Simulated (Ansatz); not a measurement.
GaCuSe2

```
CELL_PARAMETERS angstrom
3.92451 0.00000 0.00000
0.00000 3.92451 0.00000
0.00000 0.00000 5.58064
ATOMIC_POSITIONS crystal
Cu 0.00000 0.00000 0.00000
Se 0.00000 0.50000 0.23853
Ga 0.50000 0.50000 0.50000
Se 0.50000 0.00000 0.76147
```

Space group P-4m2; started from the I-III-VI2 ordering on zincblende lattice prototype, which need not be the ambient phase; computed without spin polarisation.

These are results of DFT, PBEsol, plane waves, PAW in Ansatz 0.2.0, not measurements.

Q: What can the converged valence pseudo-density and electron localisation function tell about the bonding?

A: Ga–Se (2.45 Å): the density is about 0.51 e/Å³ at the midpoint; the ELF is about 0.70 at the midpoint.

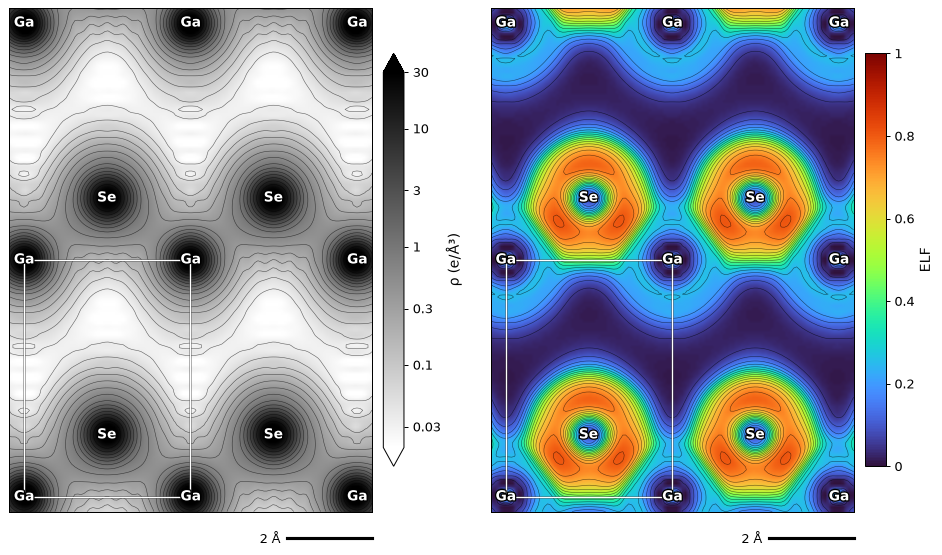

Computed valence pseudo-density and electron localisation function on the (100) plane of the conventional cell, in this order. 

The density is the valence pseudo-density of a PAW calculation; it isn't the true density close to the nuclei.
